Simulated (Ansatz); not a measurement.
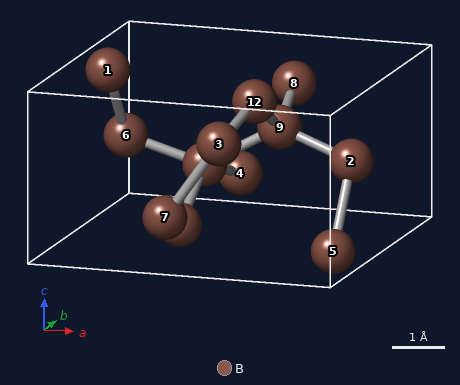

Starting structure of solid B (a generated structure, set up in P4_322) (coarse preliminary run). Style: ball-and-stick. Shown: the cell of the calculation, slightly off an axis.

Method: DFT PBE, scalar-relativistic, plane waves, PAW in Ansatz 0.2.0.

The input:
```yaml
crystal:
  lattice:
    - [6.2280482563, 0.0, 0.0]
    - [0.0, 6.2280482563, 0.0]
    - [0.0, 0.0, 3.4514824218]
  atoms:
    - { symbol: B, position: [0.1278006344, 0.410921677, 0.9761624174] }
    - { symbol: B, position: [0.8721993656, 0.589078323, 0.4761624174] }
    - { symbol: B, position: [0.589078323, 0.1278006344, 0.7261624174] }
    - { symbol: B, position: [0.410921677, 0.8721993656, 0.2261624174] }
    - { symbol: B, position: [0.8721993656, 0.410921677, 0.0238375826] }
    - { symbol: B, position: [0.1278006344, 0.589078323, 0.5238375826] }
    - { symbol: B, position: [0.410921677, 0.1278006344, 0.2738375826] }
    - { symbol: B, position: [0.589078323, 0.8721993656, 0.7738375826] }
    - { symbol: B, position: [0.6237906352, 0.6237906352, 0.625] }
    - { symbol: B, position: [0.3762093648, 0.3762093648, 0.125] }
    - { symbol: B, position: [0.3762093648, 0.6237906352, 0.375] }
    - { symbol: B, position: [0.6237906352, 0.3762093648, 0.875] }
basis:
  ecutwfc: 420
kpoints:
  mp_grid: { grid: [4, 4, 6] }
hamiltonian:
  xc: pbe
scf:
  occupations: { method: gaussian, width: 0.1 }
  lower_state_search: "off"
output:
  forces: true
  stress: true
  eigenvalues: true
relax:
  adjacent_minimum: "off"
  f_tol: 0.04
  max_steps: 70
  cell: { stress_tol: 0.4 }
```

Launched with:
```bash
ansatz run input.yaml --threads 1 --pin off --max-ram 2560MiB --backend cpu --events-out ev --progress --plain --runs-dir out
```

Question: Predict the outcome.

Answer: The largest moves relative to the cell, 0.005 Å, are those of 8 atoms (B1, B2, B3, B4 and others). B6 goes along [−1 3 0]. The volume changes by −0.1 %, with a = b 6.228 → 6.239 Å (+0.2 %), c 3.451 → 3.435 Å (−0.5 %). Near-neighbour distances that change, for instance: B10–B11 1.767 → 1.772 Å. The space group stays P4_322 (No. 95). Over 1 accepted move (2 points after the start) the energy falls by 0.3 meV per atom. The largest force component goes from 0.087 to 0.037 eV/Å. The pressure goes from 0.32 to 0.10 GPa. The SCF was repeated once at an unchanged geometry on a basis and grid sized afresh for the cell, which shifted the energy by less than 0.05 meV per atom at most. The run took 47 s on 1 thread of Intel(R) Xeon(R) Processor @ 2.50GHz (Skylake/Cascade Lake), on a shared host, peak memory 0.4 GiB.

Step by step:

| step | E − E(0), meV/atom | largest force component, eV/Å | pressure, GPa | volume, Å³/atom | note |
| --- | --- | --- | --- | --- | --- |
| 0 | 0.00 | 0.0874 | 0.32 | 11.157 |  |
| 1 | -0.32 | 0.0371 | 0.10 | 11.142 |  |
| 2 | -0.32 | 0.0371 | 0.10 | 11.142 | same geometry, new basis |

The structure at the end:

```
B
1.0
     6.23891    0.00000    0.00000
     0.00000    6.23891    0.00000
     0.00000    0.00000    3.43500
B
12
Direct
  0.12762 0.41013 0.97621
  0.87238 0.58987 0.47621
  0.58987 0.12762 0.72621
  0.41013 0.87238 0.22621
  0.87238 0.41013 0.02379
  0.12762 0.58987 0.52379
  0.41013 0.12762 0.27379
  0.58987 0.87238 0.77379
  0.62423 0.62423 0.62500
  0.37577 0.37577 0.12500
  0.37577 0.62423 0.37500
  0.62423 0.37577 0.87500
```
